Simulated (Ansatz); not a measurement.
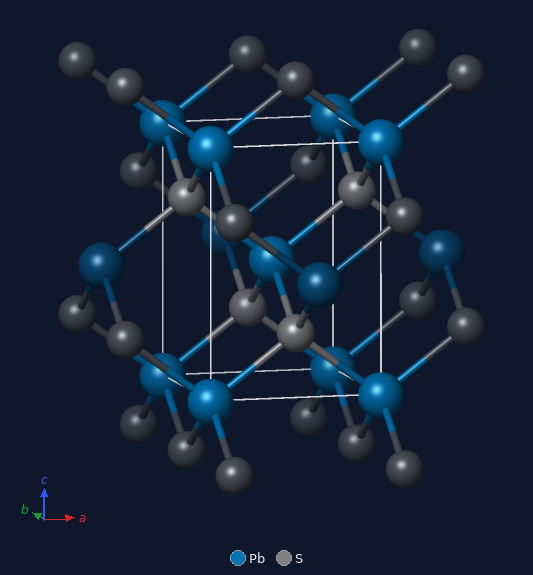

The image is a ball-and-stick drawing of a crystal, viewed slightly off an axis. The lines enclose the conventional unit cell; boundary atoms appear with their images. Bonds that leave the box are completed with the atoms at their other ends, in fainter colours.

PbS, space group Imm2 (No. 44), a = 4.555 Å, b = 4.782 Å, c = 6.602 Å, α = 90.00°, β = 90.00°, γ = 90.00°. The structure comes from a structure type filled with these elements by a generator (whether the compound takes this form wasn't checked). The cell was then strained or its atoms displaced on purpose. It went into a calculation with Ansatz.

This one geometry was computed with Ansatz (DFT, plane waves, PAW) at three levels of theory: PBE, r2SCAN and HSE06. It was relaxed with r2SCAN and then strained.

How does the band gap change with the level of theory?

PBE: a gap of 0.81 eV, indirect; r2SCAN: a gap of 0.97 eV, indirect; HSE06: a gap of 1.30 eV, indirect.

Collect the results in a table.

| level | cutoff (eV) | k-mesh of the run's cell | gap (eV) | pressure (GPa) |
| --- | --- | --- | --- | --- |
| PBE | 420 | 6×6×6 | 0.81 | 0.7 |
| r2SCAN | 500 | 6×6×6 | 0.97 | -0.1 |
| HSE06 | 420 | 4×4×4 | 1.30 | 0.0 |

Gaps are taken on the k-mesh or band path of each run.
